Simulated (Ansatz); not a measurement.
# Single-point calculation of C (part 1 of 2)

C (slab, 20 atoms in the cell), computed with DFT PBEsol, scalar-relativistic, plane waves, PAW, no spin polarisation (Ansatz 0.2.0).

The structure derives from an entry of the Crystallography Open Database. It belongs to a series of runs on one base structure; here: (0 0 1) slab cut from the bulk. Figures and captions count atoms from 1; the log counts them from 0 in places.

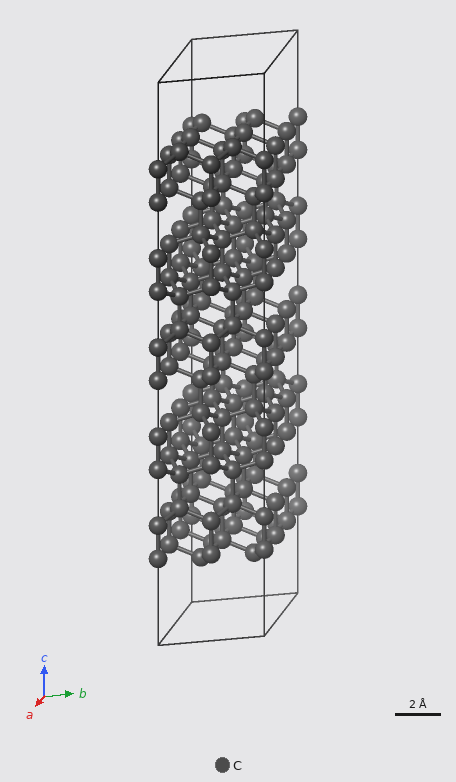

The structure (ball-and-stick view of the 3 × 2 repeat of the cell, with the vacuum cut short, seen slightly off an axis). An atom can appear more than once, as a periodic image. Near neighbours in the periodic cell (some may lie outside the picture): C has 3 C at 1.54 Å; C has 4 C at 1.54 to 1.56 Å.

Input
```yaml
crystal:
  lattice:
    - [2.5053676368, 0.0, 0.0]
    - [-1.2526838184, 2.1697120193, 0.0]
    - [0.0, 0.0, 34.1007856675]
  atoms:
    - { symbol: C, position: [0.3333333333, 0.6666666667, 0.2199362816] }
    - { symbol: C, position: [0.0, 0.0, 0.2351067616] }
    - { symbol: C, position: [0.0, 0.0, 0.2801628792] }
    - { symbol: C, position: [0.6666666667, 0.3333333333, 0.2953333591] }
    - { symbol: C, position: [0.6666666667, 0.3333333333, 0.3411188714] }
    - { symbol: C, position: [0.0, 0.0, 0.3562893514] }
    - { symbol: C, position: [0.0, 0.0, 0.401345469] }
    - { symbol: C, position: [0.3333333333, 0.6666666667, 0.416515949] }
    - { symbol: C, position: [0.3333333333, 0.6666666667, 0.4623014612] }
    - { symbol: C, position: [0.0, 0.0, 0.4774719412] }
    - { symbol: C, position: [0.0, 0.0, 0.5225280588] }
    - { symbol: C, position: [0.6666666667, 0.3333333333, 0.5376985388] }
    - { symbol: C, position: [0.6666666667, 0.3333333333, 0.583484051] }
    - { symbol: C, position: [0.0, 0.0, 0.598654531] }
    - { symbol: C, position: [0.0, 0.0, 0.6437106486] }
    - { symbol: C, position: [0.3333333333, 0.6666666667, 0.6588811286] }
    - { symbol: C, position: [0.3333333333, 0.6666666667, 0.7046666409] }
    - { symbol: C, position: [0.0, 0.0, 0.7198371208] }
    - { symbol: C, position: [0.0, 0.0, 0.7648932384] }
    - { symbol: C, position: [0.6666666667, 0.3333333333, 0.7800637184] }
basis:
  ecutwfc: 420
kpoints:
  mp_grid: { grid: [12, 12, 1] }
hamiltonian:
  xc: pbesol
scf:
  occupations: { method: gaussian, width: 0.05 }
output:
  forces: true
  stress: true
  eigenvalues: true
  write_density: true
  write_potential: true
  elf: true
  volumetric_format: npy
efield:
  axis: 3
  dipole_correction: true
  ramp_width: 0.04
```

Machine: 2 threads of Arm Neoverse V1, 24 GiB of memory available, shared host.

Launched with:
```bash
ansatz run input.yaml --threads 2 --pin off --max-ram 5120MiB --backend cpu --events-out ev --progress --plain --runs-dir out
```

Output
```
Engine: ansatz 0.2.0, aarch64-unknown-linux-gnu
Pseudopotentials: kind: paw
Pseudopotential: C, paw, valence charge 4, recommended cutoff 420 eV (normal), C.paw.azcp
Functional definition: PBEsol
  exchange = pbesol_x
  correlation = pbesol_c
Crystal: 20 atoms, lattice volume = 185.369 Å³
Basis set: ecut = 420 eV, 3575 PW (Γ), exchange–correlation on 36×36×480 points (8 copies of the dense FFT grid, shifted against one another)
Bands: 60, of which v1, the nominal top of the filled ones, is band 40 counted from 1 (39 counted from 0)
Symmetry: 6 space group operations
k-points: 19 of 144 (time reversal used)
Non-local potential: C, projectors of the file, l = 0: 2, l = 1: 2, l = 2: 1
PAW form: soft (Blöchl's): semilocal exchange-correlation on the pseudo side does not see the compensation charge
PAW frozen core: C, regenerated for the run's functional, and the local potential with it (the file was generated under x = pbe(κ = 0.804, μ = 0.2195149727645171), c = pbe(β = 0.06672455060314922))
PAW one-centre angular grid: C, 110 points (default); XC on 64 Gauss nodes
Initial density: superposition of atomic densities (neutral atoms: chi_scale 0, normalization atom), corrected by the library's trained network
Initial wavefunctions: pseudopotential atomic-orbital guess
Functional: x = pbesol(κ = 0.804, μ = 0.12345679012345678), c = pbesol(β = 0.046)
SCF iter   1: F=—  HF=-4928.075431 eV  |F-HF|=—  |Δ(HF+E_count)|=         —  Δρ=1.47e-2  dr2=9.95e-1  ethr=1.77e-3  p=0.000 e·Å  D=2.31e-13 V/Å  ΔV_dip=-0.00 eV  dr2_dipole=1.84e-6  V_vac-E_F(+/−)=6.51/6.51 eV  ⟨swp⟩=10.1  Hψ=6983  notcnv=0  defer=187
efield: sawtooth ramp at fractional position 0.9800 (placed from the atoms, in the widest stretch of the axis that holds none; the zero of the levels goes with the place), width 0.0400; the density the first Hamiltonian is built on has a dipole p = 0.000 e·Å; the dipole correction subtracts the counter field D = 2.31e-13 V/Å, which shifts the + side's vacuum level by -0.00 eV against the − side's; the planar-averaged density in the ramp window peaks in size at 1.0e-4 e/Å³
preconditioner: auto → LDOS  [insulator: Δε(μ)=0.071 eV  Ē_g=16.514 eV  σ=0.050 eV  W_gap=0.53  n_scr=24 (ndim 8)  ℏωp=24.4 eV  f_vac=0.353  D(μ)=7.67/eV (n_scr^D=28)  ε∞_Penn≈3.2  β→1.0]
SCF iter   2: F=—  HF=-4927.998846 eV  |F-HF|=—  |Δ(HF+E_count)|=   7.66e-2  Δρ=8.25e-3  dr2=4.23e-1  ethr=1.24e-3  p=0.000 e·Å  D=1.30e-5 V/Å  ΔV_dip=-0.00 eV  dr2_dipole=3.98e-5  V_vac-E_F(+/−)=6.12/6.12 eV  ⟨swp⟩=2.7  Hψ=1558  notcnv=0  defer=256
SCF iter   3: F=—  HF=-4928.066780 eV  |F-HF|=—  |Δ(HF+E_count)|=   6.79e-2  Δρ=9.20e-3  dr2=1.18e0  ethr=5.29e-4  p=0.000 e·Å  D=1.73e-5 V/Å  ΔV_dip=-0.00 eV  dr2_dipole=4.29e-5  V_vac-E_F(+/−)=5.88/5.88 eV  ⟨swp⟩=4.5  Hψ=2417  notcnv=0  defer=251  recentre
SCF iter   4: F=—  HF=-4927.960631 eV  |F-HF|=—  |Δ(HF+E_count)|=   1.06e-1  Δρ=5.40e-3  dr2=1.86e-1  ethr=5.29e-4  p=0.000 e·Å  D=9.44e-6 V/Å  ΔV_dip=-0.00 eV  dr2_dipole=1.38e-5  V_vac-E_F(+/−)=5.78/5.78 eV  ⟨swp⟩=4.3  Hψ=2353  notcnv=0  defer=245
SCF iter   5: F=—  HF=-4927.956351 eV  |F-HF|=—  |Δ(HF+E_count)|=   4.28e-3  Δρ=4.39e-3  dr2=1.21e-1  ethr=2.33e-4  p=0.000 e·Å  D=1.59e-6 V/Å  ΔV_dip=-0.00 eV  dr2_dipole=9.31e-10  V_vac-E_F(+/−)=5.50/5.50 eV  ⟨swp⟩=3.4  Hψ=1706  notcnv=0  defer=246
SCF iter   6: F=—  HF=-4927.943315 eV  |F-HF|=—  |Δ(HF+E_count)|=   1.30e-2  Δρ=2.82e-3  dr2=5.10e-2  ethr=1.52e-4  p=-0.000 e·Å  D=-3.27e-6 V/Å  ΔV_dip=0.00 eV  dr2_dipole=5.77e-9  V_vac-E_F(+/−)=5.34/5.34 eV  ⟨swp⟩=2.4  Hψ=1543  notcnv=0  defer=246
SCF iter   7: F=—  HF=-4927.939242 eV  |F-HF|=—  |Δ(HF+E_count)|=   4.07e-3  Δρ=1.61e-3  dr2=2.45e-2  ethr=6.37e-5  p=-0.000 e·Å  D=-5.18e-6 V/Å  ΔV_dip=0.00 eV  dr2_dipole=3.02e-6  V_vac-E_F(+/−)=5.25/5.25 eV  ⟨swp⟩=2.2  Hψ=1169  notcnv=0  defer=241
SCF iter   8: F=—  HF=-4927.935365 eV  |F-HF|=—  |Δ(HF+E_count)|=   3.88e-3  Δρ=1.02e-3  dr2=8.57e-3  ethr=3.06e-5  p=-0.000 e·Å  D=-7.33e-6 V/Å  ΔV_dip=0.00 eV  dr2_dipole=2.48e-6  V_vac-E_F(+/−)=5.31/5.31 eV  ⟨swp⟩=2.9  Hψ=1522  notcnv=0  defer=241
SCF iter   9: F=—  HF=-4927.936530 eV  |F-HF|=—  |Δ(HF+E_count)|=   1.17e-3  Δρ=6.83e-4  dr2=3.11e-3  ethr=1.07e-5  p=-0.000 e·Å  D=-6.35e-6 V/Å  ΔV_dip=0.00 eV  dr2_dipole=2.37e-7  V_vac-E_F(+/−)=5.49/5.49 eV  ⟨swp⟩=3.1  Hψ=1551  notcnv=0  defer=242
SCF iter  10: F=—  HF=-4927.936696 eV  |F-HF|=—  |Δ(HF+E_count)|=   1.65e-4  Δρ=3.75e-4  dr2=9.68e-4  ethr=3.89e-6  p=-0.000 e·Å  D=-5.07e-6 V/Å  ΔV_dip=0.00 eV  dr2_dipole=1.54e-7  V_vac-E_F(+/−)=5.56/5.56 eV  ⟨swp⟩=2.4  Hψ=1429  notcnv=0  defer=243
SCF iter  11: F=—  HF=-4927.936740 eV  |F-HF|=—  |Δ(HF+E_count)|=   4.49e-5  Δρ=3.31e-4  dr2=6.34e-4  ethr=1.21e-6  p=-0.000 e·Å  D=-4.54e-6 V/Å  ΔV_dip=0.00 eV  dr2_dipole=2.77e-6  V_vac-E_F(+/−)=5.59/5.59 eV  ⟨swp⟩=2.4  Hψ=1566  notcnv=0  defer=243
SCF iter  12: F=—  HF=-4927.936631 eV  |F-HF|=—  |Δ(HF+E_count)|=   1.10e-4  Δρ=1.80e-4  dr2=7.89e-5  ethr=7.93e-7  p=-0.000 e·Å  D=-3.88e-6 V/Å  ΔV_dip=0.00 eV  dr2_dipole=2.92e-9  V_vac-E_F(+/−)=5.61/5.61 eV  ⟨swp⟩=2.2  Hψ=1425  notcnv=0  defer=243
SCF iter  13: F=—  HF=-4927.936630 eV  |F-HF|=—  |Δ(HF+E_count)|=   7.02e-7  Δρ=1.03e-4  dr2=5.13e-5  ethr=9.86e-8  p=-0.000 e·Å  D=-3.26e-6 V/Å  ΔV_dip=0.00 eV  dr2_dipole=1.90e-10  V_vac-E_F(+/−)=5.62/5.62 eV  ⟨swp⟩=2.9  Hψ=1904  notcnv=0  defer=243
SCF iter  14: F=—  HF=-4927.936626 eV  |F-HF|=—  |Δ(HF+E_count)|=   4.19e-6  Δρ=5.29e-5  dr2=6.93e-6  ethr=6.41e-8  p=-0.000 e·Å  D=-2.68e-6 V/Å  ΔV_dip=0.00 eV  dr2_dipole=3.44e-8  V_vac-E_F(+/−)=5.62/5.62 eV  ⟨swp⟩=2.0  Hψ=1297  notcnv=0  defer=243
SCF iter  15: F=—  HF=-4927.936626 eV  |F-HF|=—  |Δ(HF+E_count)|=   1.83e-7  Δρ=3.00e-5  dr2=1.68e-6  ethr=8.66e-9  p=-0.000 e·Å  D=-2.22e-6 V/Å  ΔV_dip=0.00 eV  dr2_dipole=7.29e-9  V_vac-E_F(+/−)=5.62/5.62 eV  ⟨swp⟩=2.3  Hψ=1598  notcnv=0  defer=243
SCF iter  16: F=—  HF=-4927.936627 eV  |F-HF|=—  |Δ(HF+E_count)|=   9.94e-7  Δρ=1.64e-5  dr2=5.39e-7  ethr=2.10e-9  p=-0.000 e·Å  D=-1.87e-6 V/Å  ΔV_dip=0.00 eV  dr2_dipole=3.91e-9  V_vac-E_F(+/−)=5.62/5.62 eV  ⟨swp⟩=2.4  Hψ=1657  notcnv=0  defer=243
SCF iter  17: F=—  HF=-4927.936627 eV  |F-HF|=—  |Δ(HF+E_count)|=   5.34e-7  Δρ=9.96e-6  dr2=2.15e-7  ethr=6.74e-10  p=-0.000 e·Å  D=-1.60e-6 V/Å  ΔV_dip=0.00 eV  dr2_dipole=3.10e-10  V_vac-E_F(+/−)=5.62/5.62 eV  ⟨swp⟩=2.2  Hψ=1635  notcnv=0  defer=243
SCF iter  18: F=—  HF=-4927.936628 eV  |F-HF|=—  |Δ(HF+E_count)|=   3.63e-7  Δρ=6.68e-6  dr2=1.55e-7  ethr=1.25e-10  p=-0.000 e·Å  D=-1.38e-6 V/Å  ΔV_dip=0.00 eV  dr2_dipole=1.25e-9  V_vac-E_F(+/−)=5.62/5.62 eV  ⟨swp⟩=40.3  Hψ=14050  notcnv=0
SCF iter  19: F=-4927.936628 eV  HF=-4927.936628 eV  |F-HF|=1.48e-8  |Δ(HF+E_count)|=   1.21e-7  Δρ=3.93e-6  dr2=8.71e-8  ethr=1.25e-10  p=-0.000 e·Å  D=-1.12e-6 V/Å  ΔV_dip=0.00 eV  dr2_dipole=7.81e-10  V_vac-E_F(+/−)=5.62/5.62 eV  ⟨swp⟩=12.3  Hψ=9099  notcnv=0
SCF 1 converged in 19 iterations: F = -4927.936628 eV  dr2 = 8.71e-8
  greatest PAW one-centre occupation: 0.657 electrons in one spin orbital (limit 2), on the C atom at site 0 (counted from 0), in its partial waves of l = 0
```

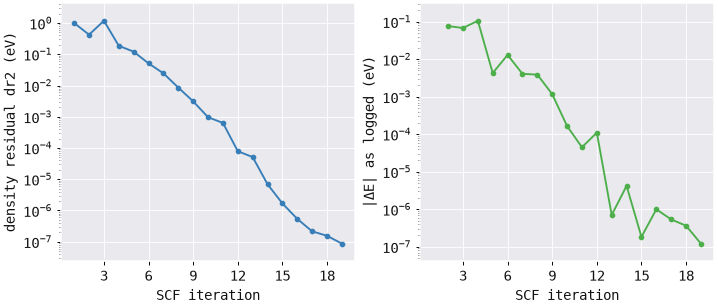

Convergence of the self-consistent field: density residual dr2 and size of the energy change against the SCF iteration. The residual comes down, with one marked jump up, by a factor of about 3, at step 3.
